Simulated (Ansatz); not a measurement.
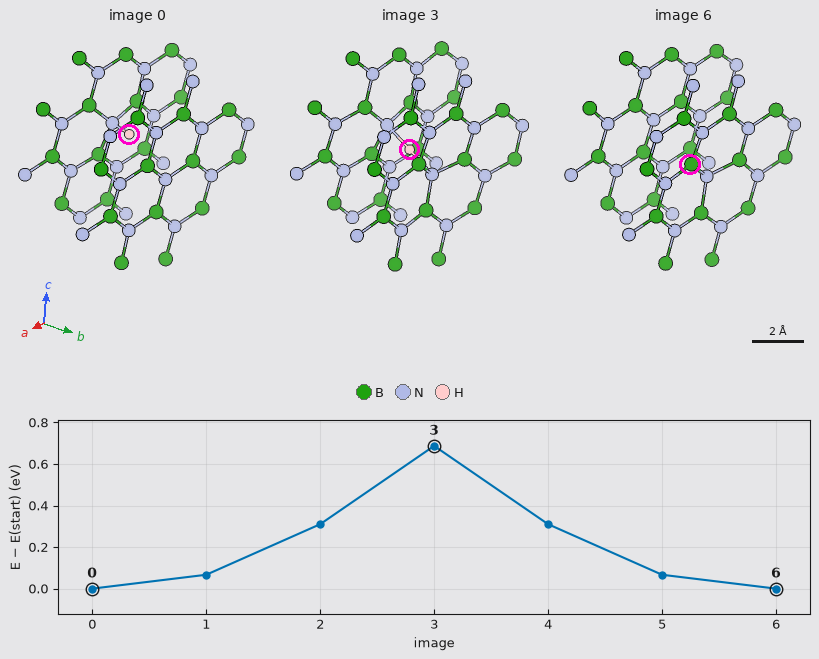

NEB run on a defect cell of composition B12HN12 (cell charge +1) (25 atoms in the cell). Images are numbered from 0 (start) to 6 (end). Style: ball-and-stick. Shown: the atoms within 4.9 Å of the middle of the path, slightly off an axis. The moving atom is ringed, with any periodic copies. Bonds to atoms that aren't drawn are left out.

Computed with DFT PBE+D3(BJ), scalar-relativistic, plane waves, PAW in Ansatz. Run with plane-wave cutoff 420 eV; k-point mesh 2 × 2 × 2; Gaussian smearing 0.02 eV; 5 movable images; climbing image.

**Read off the barrier and say what moves.**

The barrier is about 0.69 eV in both directions, with image 3 at the top; the ends have the same energy. The H atom travels furthest, 1.41 Å from end to end, along [−1 1 −2], on a straight line. At the highest image its nearest neighbour (N) is 1.40 Å away, against 1.05 Å at the start, and the surrounding atoms stand up to 0.25 Å off the mean of their end positions. Breaking: H–N (1.05 → 2.36 Å). Forming: H–N (2.36 → 1.05 Å). The band is converged.

Limits of the set-up: the periodic images lie only 6.6 Å apart, so the values are limited by the cell's size; the cell is charged, on a uniform background, and energies carry no finite-size correction.
